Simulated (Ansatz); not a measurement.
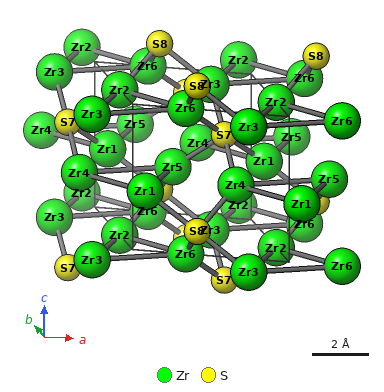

Crystalline Zr₃S (a generated structure, set up in P6_322) (coarse preliminary run), before the relaxation. Style: ball-and-stick. Shown: the cell of the calculation, slightly off an axis.

Case: O → S on all its sites, cell and atoms relaxed.

Computed with Ansatz, DFT PBE, scalar-relativistic, plane waves, PAW.

Input file:
```yaml
crystal:
  lattice:
    - [5.9039381206, 0.0, 0.0]
    - [-2.9519690603, 5.1129603948, 0.0]
    - [0.0, 0.0, 5.450025745]
  atoms:
    - { symbol: Zr, position: [0.0, 0.6605728796, 0.5] }
    - { symbol: Zr, position: [0.0, 0.3394271204, 0.0] }
    - { symbol: Zr, position: [0.6605728796, 0.6605728796, 0.0] }
    - { symbol: Zr, position: [0.6605728796, 0.0, 0.5] }
    - { symbol: Zr, position: [0.3394271204, 0.3394271204, 0.5] }
    - { symbol: Zr, position: [0.3394271204, 0.0, 0.0] }
    - { symbol: S, position: [0.6666666667, 0.3333333333, 0.75] }
    - { symbol: S, position: [0.3333333333, 0.6666666667, 0.25] }
basis:
  ecutwfc: 420
kpoints:
  mp_grid: { grid: [6, 6, 4] }
hamiltonian:
  xc: pbe
scf:
  occupations: { method: gaussian, width: 0.1 }
output:
  forces: true
  stress: true
  eigenvalues: true
relax:
  adjacent_minimum: "off"
  f_tol: 0.05
  max_steps: 60
  cell: { stress_tol: 0.5 }
```

Run as
```bash
ansatz run input.yaml --threads 2 --pin off --max-ram 5120MiB --backend cpu --events-out ev --progress --plain --runs-dir out
```

Where does the relaxation end?

Answer. The largest moves relative to the cell, 0.12 Å, are those of Zr1, Zr2, Zr3, Zr4, Zr5 and Zr6. Zr4 goes along +a. S stays in place. Cell: a = b 5.904 → 5.916 Å (+0.2 %), c 5.450 → 5.744 Å (+5.4 %). Volume +5.8 %. Among the contacts that change: Zr1–Zr2 3.320 → 3.582 Å, Zr1–Zr4 3.471 → 3.270 Å, Zr1–Zr4 (another image) 3.378 → 3.491 Å, Zr1–S7 2.379 → 2.475 Å. Among the angles between lasting bonds that change: S7–Zr1–S8 133.0° → 128.7°, Zr1–S8–Zr2 88.5° → 92.7°, Zr1–S8–Zr6 90.6° → 88.0°. The space group stays P6_322 (No. 182). Over 3 accepted moves (4 points after the start) the energy falls by 0.909 eV per cell of the calculation. Largest force component: 1.5 eV/Å at the start, 0.0071 eV/Å at the end. The pressure goes from 11.62 to 0.08 GPa. The SCF was repeated once at an unchanged geometry on a basis and grid sized afresh for the cell, which shifted the energy by 2.0 meV per cell of the calculation at most. The run took 32 s on 2 threads of AMD EPYC 7R43 64-Core Processor (Zen 3), on a shared host, peak memory 0.54 GiB.

After the run, drawn alike:

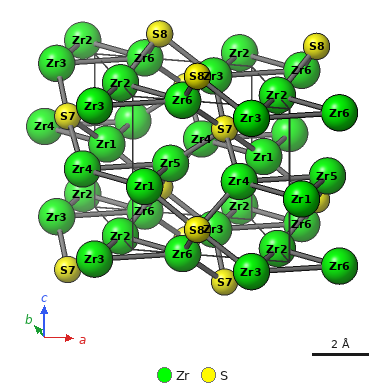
